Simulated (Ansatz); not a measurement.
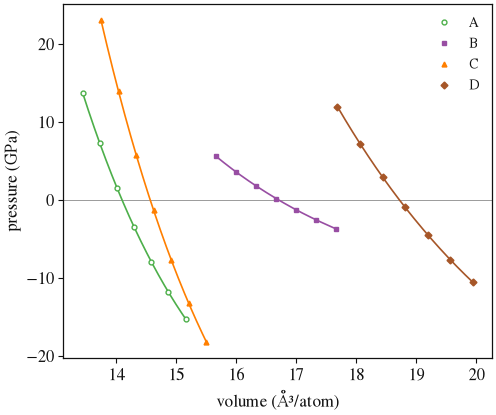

The plot gives the computed pressure against volume, with one curve for each element, for Al, Ir, Rh and Ta (all in space group P6_3/mmc (No. 194)). The labels are replaced by letters.

How it was computed, with Ansatz 0.2.0: all-electron LAPW DFT, no spin polarisation; energies at scaled volumes of the given cell, shape and fractions fixed, counted from the fit's minimum, third-order Birch-Murnaghan fit. Level: PBE.

- occupations: Fermi–Dirac
- smearing width: 0.05 eV
- potentials: all electron LAPW, scalar relativistic

Which letter stands for which compound?

A: Rh; B: Al; C: Ir; D: Ta.

Note: shape and atomic fractions are frozen while scaling, which makes layered, chain and framework solids too stiff.
